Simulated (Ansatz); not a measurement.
# Geometry relaxation of HfSiO4 (part 1 of 2)

HfSiO4 (I-4m2, 6 atoms in the cell), computed with DFT, PBEsol, plane waves, PAW, no spin polarisation (Ansatz 0.2.0).

The structure was built on a prototype by a generator; it need not be a known phase. The geometry comes from this level: PBE. Figures and captions count atoms from 1; the log counts them from 0 in places.

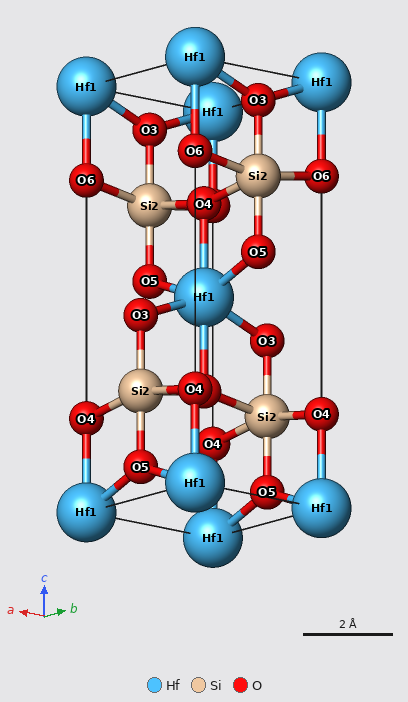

The structure as given in the input (ball-and-stick view of the cell 2 times as large as that of the calculation, set on its symmetry axes, seen at an oblique angle; atoms are numbered from 1 in the order of the input). An atom can appear more than once, as a periodic image. Near neighbours in the periodic cell (some may lie outside the picture): Hf has 6 O at 2.01 to 2.17 Å; Si has 6 O at 1.75 to 1.90 Å; O has 2 Hf at 2.01 Å and 1 Si at 1.75 Å; O has 1 Hf at 2.17 Å and 2 Si at 1.90 Å.

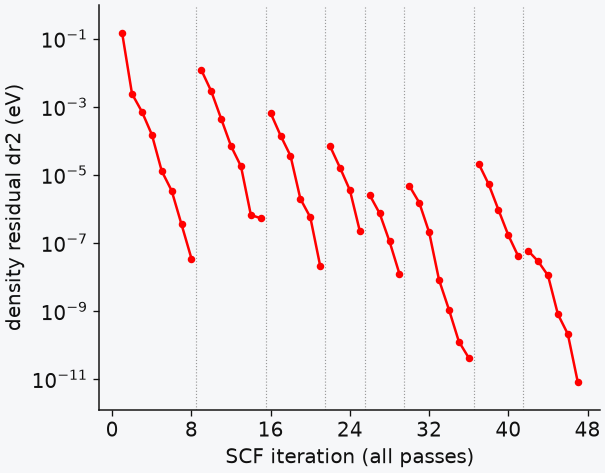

Convergence of the self-consistent field: density residual dr2 against the SCF iteration. The dotted lines part the SCF passes of the relaxation: geometry steps, rejected trials and re-solves on a re-selected basis. The 8 passes take 4 to 8 iterations each, 47 in all.

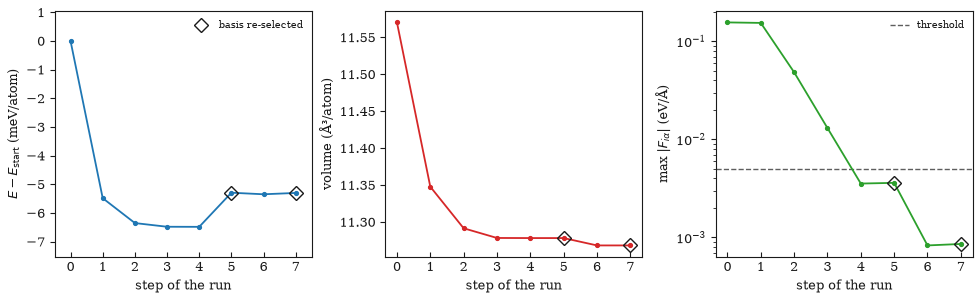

Progress of the relaxation, step by step (the first geometry is step 0 here and step 1 in the log).

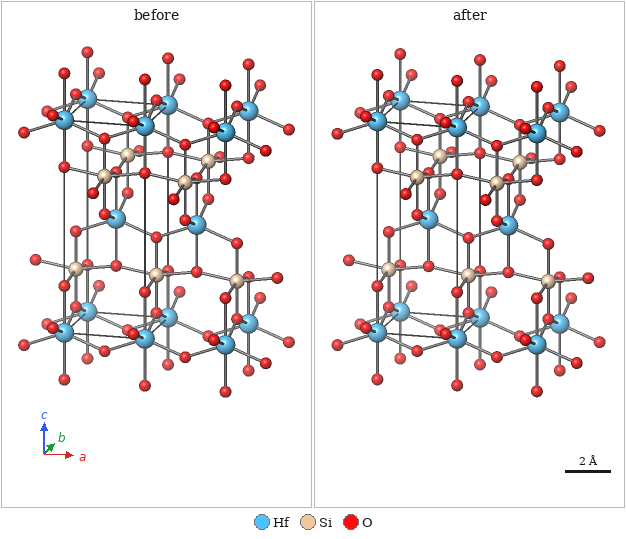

Before (left) and after (right) the relaxation, at one scale (ball-and-stick view of the cell 2 times as large as that of the calculation, set on its symmetry axes, repeated 2 × 1 × 1, with bonded neighbours outside it, seen slightly off an axis). No atom moves by more than 0.005 Å relative to the cell. The volume changes by −2.6 %, with a = b 3.752 → 3.714 Å (−1.0 %), c 9.861 → 9.802 Å (−0.6 %). Among the contacts that change: Hf1–O3 2.007 → 1.987 Å, Si2–O4 1.899 → 1.879 Å, Hf1–O4 2.173 → 2.161 Å, Si2–O3 1.753 → 1.743 Å. The space group stays I-4m2 (No. 119). Over 5 geometry steps the energy falls by 5.3 meV per atom. Largest force component: 0.16 eV/Å at the start, 0.00086 eV/Å at the end. Pressure: −5.53 GPa at the start and −0.01 GPa at the end. The basis was re-selected once at an unchanged geometry, which shifts the energy a little without any move. The energy change given includes the shifts at the re-selections in mid-walk, which come without any move. A last SCF at the same geometry on a re-selected plane-wave basis shifts the energy by +0.0 meV per atom. (Atoms are counted from 1 in the order of the input.)

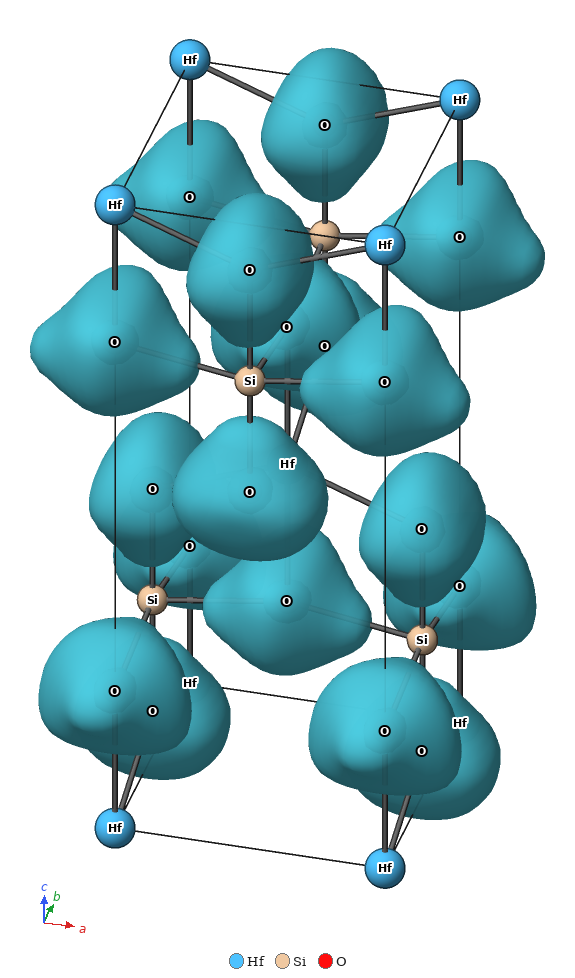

Isosurface of the electron localisation function at 0.6 (cyan), seen at an oblique angle. Core shells and regions of very low density are left out. Sticks mark near contacts. The outline is the cell set on symmetry axes. Profiles from the grid: Si–O (1.74 Å): the ELF peaks at about 0.85 between the atoms (a polar covalent bond). Hf–O (1.99 Å): the ELF peaks at about 0.85 in the valence shell of O, 0.6 Å from its nucleus, and drops to about 0.20 between the two atoms. In a PAW calculation such maps are meaningful between the atoms, not at the nuclei.

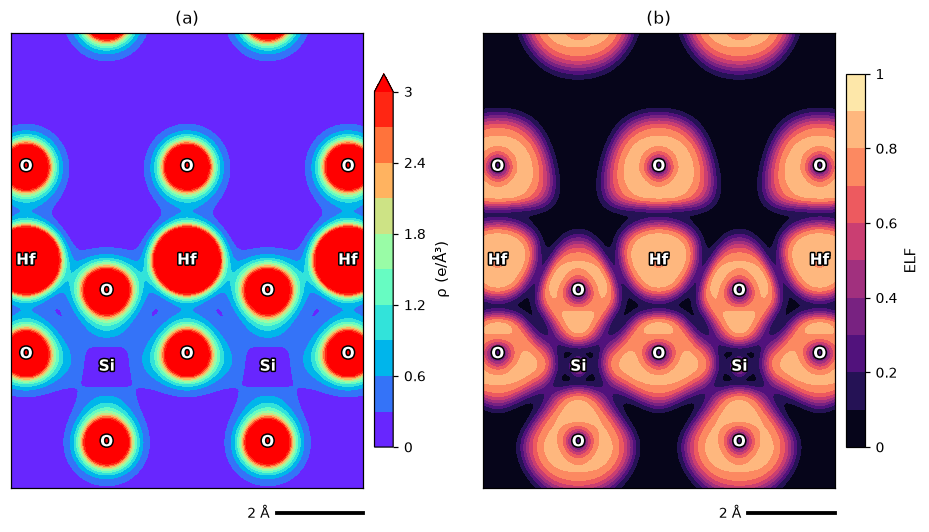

(a) valence electron density; (b) electron localisation function on the (010) plane of the conventional cell. Si–O (1.74 Å): ρ is about 0.97 e/Å³ halfway; the ELF peaks at about 0.85 between the atoms (a shared but strongly polarised pair). Hf–O (1.99 Å): the density is about 1 e/Å³ at the midpoint; the ELF peaks at about 0.85 in the valence shell of O, 0.6 Å from its nucleus, and drops to about 0.20 between the two atoms. Hf–O (2.16 Å): the density is about 0.65 e/Å³ at the midpoint; the ELF peaks at about 0.85 in the valence shell of O, 0.6 Å from its nucleus, and drops to about 0.15 between the two atoms. Away from the nuclei the density in this plane falls to 0.02 e/Å³ at its lowest. The strong features right at Hf lie inside the PAW spheres (semicore, d or f shells) and say nothing about bonding.

The input and output of the run follow.

## The input
```yaml
crystal:
  lattice:
    - [-1.876144657, 1.876144657, 4.9306409196]
    - [1.876144657, -1.876144657, 4.9306409196]
    - [1.876144657, 1.876144657, -4.9306409196]
  atoms:
    - { symbol: Hf, position: [0.0, 0.0, 0.0] }
    - { symbol: Si, position: [0.75, 0.25, 0.5] }
    - { symbol: O, position: [0.9278095355, 0.4278095355, 0.5] }
    - { symbol: O, position: [0.2203501767, 0.2203501767, 0.0] }
    - { symbol: O, position: [0.5721904645, 0.0721904645, 0.5] }
    - { symbol: O, position: [0.7796498233, 0.7796498233, 0.0] }
kpoints:
  mp_grid: { grid: [8, 8, 8] }
hamiltonian:
  xc: pbesol
scf:
  occupations: { method: fermi_dirac, width: 0.02 }
relax:
  f_tol: 0.005
  cell: {}
output:
  write_density: true
  write_potential: true
  elf: true
  volumetric_format: npy
```

Launched with:
```bash
ansatz run input.yaml --threads 4 --pin off --max-ram 6451MiB --backend cpu --events-out ev --progress --plain --runs-dir out
```

## What the program printed
```
Engine: ansatz 0.2.0, x86_64-unknown-linux-gnu
Pseudopotentials: kind: paw
Pseudopotential: Hf, paw, valence charge 26, recommended cutoff 420 eV (normal), Hf.paw.azcp
Pseudopotential: Si, paw, valence charge 4, recommended cutoff 420 eV (normal), Si.paw.azcp
Pseudopotential: O, paw, valence charge 6, recommended cutoff 420 eV (normal), O.paw.azcp
Functional definition: PBEsol
  exchange = pbesol_x
  correlation = pbesol_c
Crystal: 6 atoms, lattice volume = 69.422 Å³
Basis set: ecut = 420 eV, 1365 PW (Γ), exchange–correlation on 80×80×80 points (8 copies of the dense FFT grid, shifted against one another)
Bands: 33, of which v1, the nominal top of the filled ones, is band 27 counted from 1 (26 counted from 0)
Symmetry: 8 space group operations
Space group: I-4m2 (ITA 119), of the structure as read, at distance tolerance 4.1e-5 Å
k-points: 59 of 512 (time reversal used)
Non-local potential: Hf, projectors of the file, l = 0: 3, l = 1: 2, l = 2: 2, l = 3: 3
Non-local potential: Si, projectors of the file, l = 0: 2, l = 1: 2, l = 2: 2
Non-local potential: O, projectors of the file, l = 0: 2, l = 1: 2, l = 2: 1
PAW form: soft (Blöchl's): semilocal exchange-correlation on the pseudo side does not see the compensation charge
PAW frozen core: Hf, regenerated for the run's functional, and the local potential with it (the file was generated under x = pbe(κ = 0.804, μ = 0.2195149727645171), c = pbe(β = 0.06672455060314922))
PAW frozen core: Si, regenerated for the run's functional, and the local potential with it (the file was generated under x = pbe(κ = 0.804, μ = 0.2195149727645171), c = pbe(β = 0.06672455060314922))
PAW frozen core: O, regenerated for the run's functional, and the local potential with it (the file was generated under x = pbe(κ = 0.804, μ = 0.2195149727645171), c = pbe(β = 0.06672455060314922))
PAW one-centre angular grid: Hf, 590 points (default); XC on 64 Gauss nodes
PAW one-centre angular grid: Si, 110 points (default); XC on 64 Gauss nodes
PAW one-centre angular grid: O, 110 points (default); XC on 64 Gauss nodes
Initial density: superposition of atomic densities (neutral atoms: chi_scale 0, normalization atom), corrected by the library's trained network
Initial wavefunctions: pseudopotential atomic-orbital guess
Functional: x = pbesol(κ = 0.804, μ = 0.12345679012345678), c = pbesol(β = 0.046)
SCF iter   1: F=—  HF=-18470.507034 eV  |F-HF|=—  |Δ(HF+E_count)|=         —  Δρ=1.66e-2  dr2=1.48e-1  ethr=1.77e-3  ⟨swp⟩=6.7  Hψ=8543  notcnv=0
preconditioner: auto → Resta (q_TF=auto, 2.616 Å⁻¹)  ε∞=4.6  [insulator: Δε(μ)=3.774 eV  Ē_g=17.021 eV  σ=0.020 eV  W_gap=1.00  n_scr=24 (ndim 8)  ℏωp=32.1 eV  f_vac=0.124  D(μ)=0.00/eV (n_scr^D=0)  ε∞_Penn≈4.6]
SCF iter   2: F=—  HF=-18470.468115 eV  |F-HF|=—  |Δ(HF+E_count)|=   3.89e-2  Δρ=2.70e-3  dr2=2.39e-3  ethr=2.74e-4  ⟨swp⟩=2.0  Hψ=3391  notcnv=0  defer=81
SCF iter   3: F=—  HF=-18470.468204 eV  |F-HF|=—  |Δ(HF+E_count)|=   8.86e-5  Δρ=1.36e-3  dr2=7.14e-4  ethr=4.42e-6  ⟨swp⟩=2.0  Hψ=3355  notcnv=0  defer=81
SCF iter   4: F=—  HF=-18470.468462 eV  |F-HF|=—  |Δ(HF+E_count)|=   2.58e-4  Δρ=5.00e-4  dr2=1.52e-4  ethr=1.32e-6  ⟨swp⟩=2.3  Hψ=3207  notcnv=0  defer=81
SCF iter   5: F=—  HF=-18470.468394 eV  |F-HF|=—  |Δ(HF+E_count)|=   6.80e-5  Δρ=1.37e-4  dr2=1.29e-5  ethr=2.81e-7  ⟨swp⟩=2.0  Hψ=3373  notcnv=0  defer=81
SCF iter   6: F=—  HF=-18470.468417 eV  |F-HF|=—  |Δ(HF+E_count)|=   2.35e-5  Δρ=7.81e-5  dr2=3.42e-6  ethr=2.39e-8  ⟨swp⟩=2.0  Hψ=3458  notcnv=0  defer=81
SCF iter   7: F=—  HF=-18470.468417 eV  |F-HF|=—  |Δ(HF+E_count)|=  1.53e-10  Δρ=2.51e-5  dr2=3.47e-7  ethr=6.33e-9  ⟨swp⟩=2.0  Hψ=3141  notcnv=0  defer=81
SCF iter   8: F=-18470.468418 eV  HF=-18470.468418 eV  |F-HF|=3.58e-8  |Δ(HF+E_count)|=   7.60e-8  Δρ=6.61e-6  dr2=3.46e-8  ethr=1.85e-10  ⟨swp⟩=8.9  Hψ=12531  notcnv=0
SCF 1 converged in 8 iterations: F = -18470.468418 eV  dr2 = 3.46e-8
  greatest PAW one-centre occupation: 0.998 electrons in one spin orbital (limit 2), on the Hf atom at site 0 (counted from 0), in its partial waves of l = 0
relax step   1: F+E_penalty+E_count = -18470.46841759 eV  Δ(F+E_penalty+E_count) = +0.000e0 eV  max|allowed force component| = 1.559e-1 eV/Å  Δτ_max = 0.0000 Å  P = -5.530 GPa  Ω = 69.422 Å³  (8 SCF iters, dr2 threshold 1.00e-7 eV, accepted)
Crystal: 6 atoms, lattice volume = 68.087 Å³
Basis set: ecut = 420 eV, 1333 PW (Γ), exchange–correlation on 80×80×80 points (8 copies of the dense FFT grid, shifted against one another)
Initial density: handed on by an earlier stage of this run
Initial wavefunctions: those handed on with the density
iter 1 solved again at ethr=2.14e-5 eV; its pass at ethr=3.10e-3 eV (dr2=1.15e-2 eV) is discarded
SCF iter   1: F=—  HF=-18470.505441 eV  |F-HF|=—  |Δ(HF+E_count)|=         —  Δρ=3.33e-3  dr2=1.19e-2  ethr=2.14e-5  ⟨swp⟩=1.2  Hψ=9675  notcnv=0
preconditioner: auto → Resta (q_TF=auto, 2.625 Å⁻¹)  ε∞=4.5  [insulator: Δε(μ)=3.986 eV  Ē_g=17.236 eV  σ=0.020 eV  W_gap=1.00  n_scr=24 (ndim 8)  ℏωp=32.5 eV  f_vac=0.114  D(μ)=0.00/eV (n_scr^D=0)  ε∞_Penn≈4.5]
SCF iter   2: F=—  HF=-18470.502310 eV  |F-HF|=—  |Δ(HF+E_count)|=   3.13e-3  Δρ=1.42e-3  dr2=2.85e-3  ethr=2.14e-5  ⟨swp⟩=2.1  Hψ=2944  notcnv=0
SCF iter   3: F=—  HF=-18470.501400 eV  |F-HF|=—  |Δ(HF+E_count)|=   9.10e-4  Δρ=6.53e-4  dr2=4.43e-4  ethr=5.27e-6  ⟨swp⟩=2.0  Hψ=3393  notcnv=0
SCF iter   4: F=—  HF=-18470.501283 eV  |F-HF|=—  |Δ(HF+E_count)|=   1.17e-4  Δρ=2.70e-4  dr2=6.93e-5  ethr=8.21e-7  ⟨swp⟩=2.0  Hψ=3451  notcnv=0
SCF iter   5: F=—  HF=-18470.501306 eV  |F-HF|=—  |Δ(HF+E_count)|=   2.28e-5  Δρ=1.58e-4  dr2=1.78e-5  ethr=1.28e-7  ⟨swp⟩=2.0  Hψ=3068  notcnv=0
SCF iter   6: F=—  HF=-18470.501306 eV  |F-HF|=—  |Δ(HF+E_count)|=   2.23e-7  Δρ=3.89e-5  dr2=6.58e-7  ethr=3.30e-8  ⟨swp⟩=2.0  Hψ=3511  notcnv=0
SCF iter   7: F=-18470.501307 eV  HF=-18470.501307 eV  |F-HF|=2.85e-8  |Δ(HF+E_count)|=   9.21e-7  Δρ=3.00e-5  dr2=5.28e-7  ethr=1.11e-9  ⟨swp⟩=9.6  Hψ=15795  notcnv=0
SCF 2 converged in 7 iterations: F = -18470.501307 eV  dr2 = 5.28e-7
relax step   2: F+E_penalty+E_count = -18470.50130666 eV  Δ(F+E_penalty+E_count) = -3.289e-2 eV  max|allowed force component| = 1.540e-1 eV/Å  Δτ_max = 0.0095 Å  P = -1.106 GPa  Ω = 68.087 Å³  energy of the carried Pulay correction = +6.390e-3 eV  (7 SCF iters, dr2 threshold 6.00e-7 eV, accepted)
Crystal: 6 atoms, lattice volume = 67.749 Å³
iter 1 solved again at ethr=1.34e-6 eV; its pass at ethr=3.10e-3 eV (dr2=7.23e-4 eV) is discarded
SCF iter   1: F=—  HF=-18470.506689 eV  |F-HF|=—  |Δ(HF+E_count)|=         —  Δρ=1.15e-3  dr2=6.46e-4  ethr=1.34e-6  ⟨swp⟩=2.3  Hψ=9776  notcnv=0
preconditioner: auto → Resta (q_TF=auto, 2.627 Å⁻¹)  ε∞=4.6  [insulator: Δε(μ)=4.020 eV  Ē_g=17.251 eV  σ=0.020 eV  W_gap=1.00  n_scr=24 (ndim 8)  ℏωp=32.5 eV  f_vac=0.117  D(μ)=0.00/eV (n_scr^D=0)  ε∞_Penn≈4.6]
SCF iter   2: F=—  HF=-18470.506531 eV  |F-HF|=—  |Δ(HF+E_count)|=   1.59e-4  Δρ=4.80e-4  dr2=1.42e-4  ethr=1.20e-6  ⟨swp⟩=2.0  Hψ=3024  notcnv=0
SCF iter   3: F=—  HF=-18470.506519 eV  |F-HF|=—  |Δ(HF+E_count)|=   1.19e-5  Δρ=2.09e-4  dr2=3.62e-5  ethr=2.63e-7  ⟨swp⟩=2.2  Hψ=3131  notcnv=0
SCF iter   4: F=—  HF=-18470.506513 eV  |F-HF|=—  |Δ(HF+E_count)|=   5.26e-6  Δρ=4.80e-5  dr2=1.96e-6  ethr=6.71e-8  ⟨swp⟩=2.4  Hψ=3386  notcnv=0
SCF iter   5: F=—  HF=-18470.506516 eV  |F-HF|=—  |Δ(HF+E_count)|=   2.30e-6  Δρ=3.11e-5  dr2=5.66e-7  ethr=1.11e-9  ⟨swp⟩=9.1  Hψ=16142  notcnv=0
SCF iter   6: F=-18470.506515 eV  HF=-18470.506515 eV  |F-HF|=4.60e-8  |Δ(HF+E_count)|=   7.40e-7  Δρ=6.55e-6  dr2=2.09e-8  ethr=1.05e-9  ⟨swp⟩=9.1  Hψ=15732  notcnv=0
SCF 3 converged in 6 iterations: F = -18470.506515 eV  dr2 = 2.09e-8
relax step   3: F+E_penalty+E_count = -18470.50651495 eV  Δ(F+E_penalty+E_count) = -5.208e-3 eV  max|allowed force component| = 4.835e-2 eV/Å  Δτ_max = 0.0064 Å  P = -0.123 GPa  Ω = 67.749 Å³  energy of the carried Pulay correction = +8.025e-3 eV  (6 SCF iters, dr2 threshold 6.00e-7 eV, accepted)
Crystal: 6 atoms, lattice volume = 67.670 Å³
iter 1 solved again at ethr=1.16e-7 eV; its pass at ethr=3.10e-3 eV (dr2=6.25e-5 eV) is discarded
SCF iter   1: F=—  HF=-18470.507284 eV  |F-HF|=—  |Δ(HF+E_count)|=         —  Δρ=4.15e-4  dr2=6.85e-5  ethr=1.16e-7  ⟨swp⟩=3.0  Hψ=10082  notcnv=0
preconditioner: auto → Resta (q_TF=auto, 2.628 Å⁻¹)  ε∞=4.6  [insulator: Δε(μ)=3.991 eV  Ē_g=17.252 eV  σ=0.020 eV  W_gap=1.00  n_scr=24 (ndim 8)  ℏωp=32.6 eV  f_vac=0.117  D(μ)=0.00/eV (n_scr^D=0)  ε∞_Penn≈4.6]
SCF iter   2: F=—  HF=-18470.507290 eV  |F-HF|=—  |Δ(HF+E_count)|=   5.67e-6  Δρ=1.99e-4  dr2=1.61e-5  ethr=1.16e-7  ⟨swp⟩=2.0  Hψ=2578  notcnv=0
SCF iter   3: F=—  HF=-18470.507287 eV  |F-HF|=—  |Δ(HF+E_count)|=   2.54e-6  Δρ=7.73e-5  dr2=3.51e-6  ethr=2.99e-8  ⟨swp⟩=3.0  Hψ=3689  notcnv=0
SCF iter   4: F=-18470.507287 eV  HF=-18470.507287 eV  |F-HF|=5.99e-8  |Δ(HF+E_count)|=   4.53e-7  Δρ=1.64e-5  dr2=2.22e-7  ethr=4.52e-10  ⟨swp⟩=7.0  Hψ=14448  notcnv=0
SCF 4 converged in 4 iterations: F = -18470.507287 eV  dr2 = 2.22e-7
relax step   4: F+E_penalty+E_count = -18470.50728691 eV  Δ(F+E_penalty+E_count) = -7.720e-4 eV  max|allowed force component| = 1.305e-2 eV/Å  Δτ_max = 0.0027 Å  P = +0.031 GPa  Ω = 67.670 Å³  energy of the carried Pulay correction = +8.408e-3 eV  (4 SCF iters, dr2 threshold 2.44e-7 eV, accepted)
iter 1 solved again at ethr=3.06e-9 eV; its pass at ethr=3.10e-3 eV (dr2=1.65e-6 eV) is discarded
SCF iter   1: F=—  HF=-18470.507287 eV  |F-HF|=—  |Δ(HF+E_count)|=         —  Δρ=6.78e-5  dr2=2.52e-6  ethr=3.06e-9  ⟨swp⟩=3.0  Hψ=9843  notcnv=0
preconditioner: auto → Resta (q_TF=auto, 2.628 Å⁻¹)  ε∞=4.6  [insulator: Δε(μ)=3.986 eV  Ē_g=17.251 eV  σ=0.020 eV  W_gap=1.00  n_scr=24 (ndim 8)  ℏωp=32.6 eV  f_vac=0.117  D(μ)=0.00/eV (n_scr^D=0)  ε∞_Penn≈4.6]
SCF iter   2: F=—  HF=-18470.507306 eV  |F-HF|=—  |Δ(HF+E_count)|=   1.90e-5  Δρ=3.76e-5  dr2=7.38e-7  ethr=3.06e-9  ⟨swp⟩=2.0  Hψ=2904  notcnv=0
SCF iter   3: F=—  HF=-18470.507306 eV  |F-HF|=—  |Δ(HF+E_count)|=   6.92e-8  Δρ=1.41e-5  dr2=1.10e-7  ethr=1.37e-9  ⟨swp⟩=2.1  Hψ=3134  notcnv=0
SCF iter   4: F=-18470.507306 eV  HF=-18470.507306 eV  |F-HF|=6.98e-9  |Δ(HF+E_count)|=   5.00e-8  Δρ=4.24e-6  dr2=1.23e-8  ethr=1.03e-10  ⟨swp⟩=8.5  Hψ=12846  notcnv=0
SCF 5 converged in 4 iterations: F = -18470.507306 eV  dr2 = 1.23e-8
  Residual-converged pass: ⟨swp⟩=1.1  Hψ=2188  notcnv=0  max |occ|·‖R‖ = 7.1e-9 eV (tolerance 1.0e-8 eV)  dr2=1.23e-8  dr2_onsite=6.91e-10  max |Δocc| = 0.0e0
relax step   5: F+E_penalty+E_count = -18470.50730581 eV  Δ(F+E_penalty+E_count) = -1.891e-5 eV  max|allowed force component| = 3.547e-3 eV/Å  Δτ_max = 0.0001 Å  P = +0.013 GPa  Ω = 67.670 Å³  energy of the carried Pulay correction = +8.412e-3 eV  (4 SCF iters, dr2 threshold 5.57e-8 eV, accepted)
Initial wavefunctions: pseudopotential atomic-orbital guess (no wavefunctions were taken with the density)
iter 1 solved again at ethr=1.15e-7 eV; its pass at ethr=3.10e-3 eV (dr2=6.24e-5 eV) is discarded
```
